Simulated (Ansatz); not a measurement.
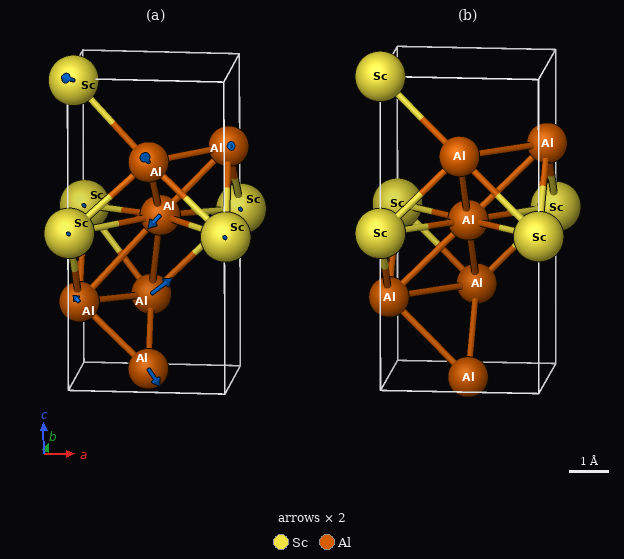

The structure of crystalline ScAl₃ (set up in P1) (coarse preliminary run) before (left) and after (right) a relaxation, at one scale. The blue arrows give the displacements (the part carried along by the change of the cell is left out), 2 times their true length.

The picture is a ball-and-stick view of the cell of the calculation, reduced to other axes, seen from a free direction. Lengths and directions refer to the drawn axes.

Theory: DFT PBE, scalar-relativistic, plane waves, PAW (Ansatz).

The input:
```yaml
crystal:
  lattice:
    - [-0.0380790507, 4.063333606, -0.0401966576]
    - [-0.0072122176, -0.0401966576, 4.0550162035]
    - [8.195419475, -0.0761581013, -0.0144244352]
  atoms:
    - { symbol: Sc, position: [-0.0620699088, -0.0335438452, 0.0114865334] }
    - { symbol: Sc, position: [0.0055108462, -0.0089080013, 0.4958533852] }
    - { symbol: Al, position: [-0.0718157716, 0.4903636255, 0.2685635904] }
    - { symbol: Al, position: [0.0534260713, 0.5625322723, 0.7715387714] }
    - { symbol: Al, position: [0.5053072733, 0.45896929, 0.4764057909] }
    - { symbol: Al, position: [0.5210061953, 0.5363630288, 0.9686310333] }
    - { symbol: Al, position: [0.5348228452, 0.0170551089, 0.2480771884] }
    - { symbol: Al, position: [0.513812449, 0.977168521, 0.7594437071] }
basis:
  ecutwfc: 420
kpoints:
  mp_grid: { grid: [6, 6, 4] }
hamiltonian:
  xc: pbe
scf:
  occupations: { method: gaussian, width: 0.2 }
  lower_state_search: "off"
output:
  forces: true
  stress: true
  eigenvalues: true
relax:
  adjacent_minimum: "off"
  f_tol: 0.025
  max_steps: 60
  cell: { stress_tol: 0.25 }
```

Command:
```bash
ansatz run input.yaml --threads 1 --pin off --max-ram 2560MiB --backend cpu --events-out ev --progress --plain --runs-dir out
```

> Describe what moved and what it gained.

Over 3 accepted moves (4 points after the start) the energy falls by 343 meV per atom. Largest force component: 3.9 eV/Å at the start, 0.0033 eV/Å at the end. Pressure: 10.40 GPa at the start and 0.03 GPa at the end. The SCF was repeated once at an unchanged geometry on a basis and grid sized afresh for the cell, which shifted the energy by 0.2 meV per atom at most. The largest move relative to the cell is that of Al4, 0.38 Å along [3 3 1]. By element the largest moves are Al 0.38 Å, Sc 0.30 Å. The drawn cell changes as follows: a 4.055 → 4.098 Å (+1.1 %), b 4.064 → 4.098 Å (+0.9 %), c 8.196 → 8.233 Å (+0.5 %), α 91.1° → 90.0°, β 90.2° → 90.0°, γ 91.1° → 90.1°; the volume changes by +2.4 %. Near-neighbour distances that change, for instance: Al3–Al6 3.477 → 2.905 Å, Sc1–Al6 2.427 → 2.896 Å, Al3–Al5 2.444 → 2.903 Å, Al3–Al7 2.477 → 2.896 Å. The space group (tolerance 0.01 Å) goes from P1 (No. 1) to P4/mmm (No. 123). Cost: 5.3 min on 1 thread of Intel(R) Xeon(R) Processor @ 2.50GHz (Skylake/Cascade Lake), on a shared host, peak memory 0.55 GiB.
